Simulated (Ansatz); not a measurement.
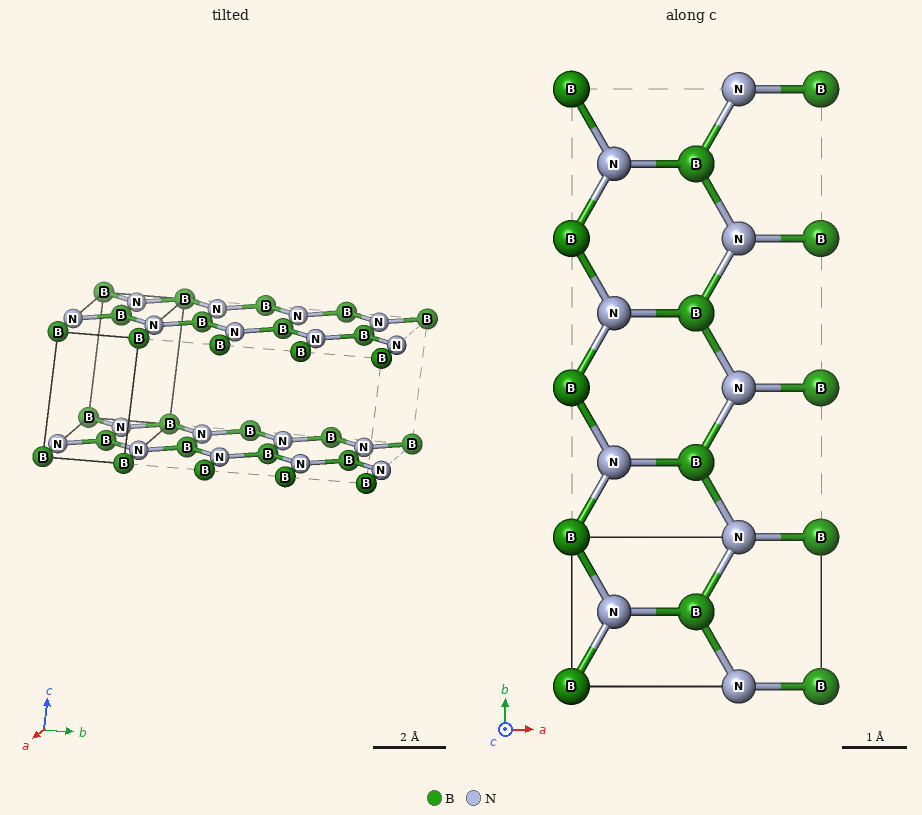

Ball-and-stick representation of a periodic structure, projected slightly off an axis and along the c axis. The solid frame is a single conventional unit cell within a 1×4×1 block. Cell: a = 4.331 Å, b = 2.370 Å, c = 3.559 Å, α = 90.00°, β = 113.93°, γ = 90.00°.

Describe the arrangement of the atoms.

- The solid is BN.
- The symmetry is that of Cm (No. 8), on a base-centred monoclinic lattice.
- The cell holds 4 atoms (2 B, 2 N), Z = 2.
- The B atoms are each bonded to three N in a trigonal planar arrangement at about 1.4 Å. The coordination shell of N holds three B in a trigonal planar arrangement at about 1.4 Å.
- The bonds build BN layers parallel to (001).

Origin of the cell: a structure listed in the Materials Project. Earlier steps of the study may have refined or changed the cell and positions. An electronic-structure calculation with Ansatz was run on it.
